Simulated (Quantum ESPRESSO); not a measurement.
## A series of single points on MoSi₂

System: MoSi₂ (I4/mmm, 3 atoms in the cell).
Method: Kohn-Sham DFT of a periodic cell, PBEsol, GBRV 1.5 PBEsol, no spin polarisation (Quantum ESPRESSO 7.5).

The 7 runs differ only in the geometry, by an even scaling of the cell at fixed fractional positions. The structure derives from an entry of the Crystallography Open Database.

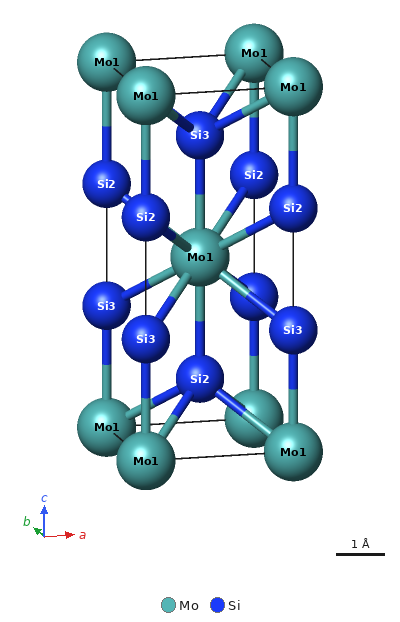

Figure 1. The structure of run 4 (ball-and-stick view of the cell 2 times as large as that of the calculation, set on its symmetry axes, seen slightly off an axis; atoms are numbered from 1 in the order of the input).

**Input of run 4**
```
&CONTROL
  calculation = 'scf'
  prefix = 'pwscf'
  outdir = './tmp'
  pseudo_dir = './pseudo'
  tstress = .true.
  disk_io = 'nowf'
/
&SYSTEM
  ibrav = 0
  nat = 3
  ntyp = 2
  ecutwfc = 45
  ecutrho = 360
  nbnd = 18
  occupations = 'smearing'
  smearing = 'fd'
  degauss = 0.00367493
/
&ELECTRONS
  conv_thr = 6d-10
  electron_maxstep = 120
  mixing_beta = 0.5
/
ATOMIC_SPECIES
Mo    95.9500 mo_pbesol_v1.uspp.F.UPF
Si    28.0850 si_pbesol_v1.uspp.F.UPF
CELL_PARAMETERS angstrom
  -1.6000000000    1.6000000000    3.9305000000
   1.6000000000   -1.6000000000    3.9305000000
   1.6000000000    1.6000000000   -3.9305000000
ATOMIC_POSITIONS crystal
Mo     0.0000000000    0.0000000000    0.0000000000
Si     0.6670000000    0.6670000000    0.0000000000
Si     0.3330000000    0.3330000000    0.0000000000
K_POINTS automatic
12 12 12 0 0 0
```

Command:
```bash
OMP_NUM_THREADS=1 mpirun -n 2 pw.x -nk 2 -in pw.in > pw.out
```

Run 5 differs from it as follows:
```diff
-  -1.6000000000    1.6000000000    3.9305000000
-   1.6000000000   -1.6000000000    3.9305000000
-   1.6000000000    1.6000000000   -3.9305000000
+  -1.6105963353    1.6105963353    3.9565305599
+   1.6105963353   -1.6105963353    3.9565305599
+   1.6105963353    1.6105963353   -3.9565305599
```

**Results, with one run withheld**

```csv
run,volume per atom (Å³),"free energy per atom, from the lowest run given (meV)",pressure (GPa)
1,12.611,22.16,11.84
2,12.879,6.69,6.32
3,13.148,0.00,1.36
4,13.416,1.16,−3.07
5,13.684,?,?
6,13.953,23.90,−10.61
7,14.221,44.07,−13.79
```

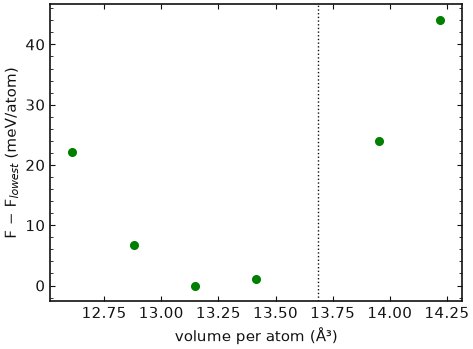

Figure 2. Free energy per atom of the runs given; the dotted line marks run 5.

Estimate the energy of run 5 from the others.

A cubic polynomial in V^(−2/3) (the Birch–Murnaghan form), fitted to the 6 runs given, misses them by at most 0.01 meV per atom. With x = V^(−2/3) − 0.17768 Å⁻², it reads F = 0.21003 − 1306.4 x + 6.4639e+05 x² + 7.3933e+05 x³ (meV per atom). At run 5 it gives 9.35 meV per atom, and the run itself gives 9.37. The slope of the fit gives a pressure −dF/dV of −6.85 GPa there, and the run prints −7.05 GPa. The two needn't agree exactly: the fit is approximate, and the printed stress is taken on a finite basis. The fit has its minimum at 13.239 Å³ per atom, where V d²F/dV² gives 223 GPa. Cell shape and fractional positions are held, so this is the stiffness under even scaling; the relaxed bulk modulus wasn't computed.

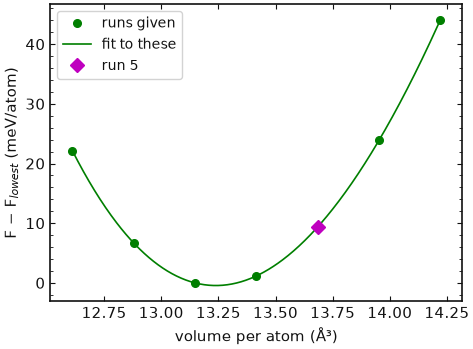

Figure 3. The fit and the withheld run.

**Some lines of the output (run 5)**
```
[...]
     unit-cell volume          =     277.0413 (a.u.)^3
     number of k points=   163  Fermi-Dirac smearing, width (Ry)=  0.0037
     total energy              =    -158.57902672 Ry
     total energy              =    -158.58207718 Ry
     total energy              =    -158.58969928 Ry
     total energy              =    -158.59051696 Ry
     total energy              =    -158.59057301 Ry
     total energy              =    -158.59057425 Ry
     total energy              =    -158.59057441 Ry
     the Fermi energy is    15.6050 ev
!    total energy              =    -158.59057441 Ry
     The total energy is F=E-TS. E is the sum of the following terms:
     Computing stress (Cartesian axis) and pressure
          total   stress  (Ry/bohr**3)                   (kbar)     P=      -70.52
```
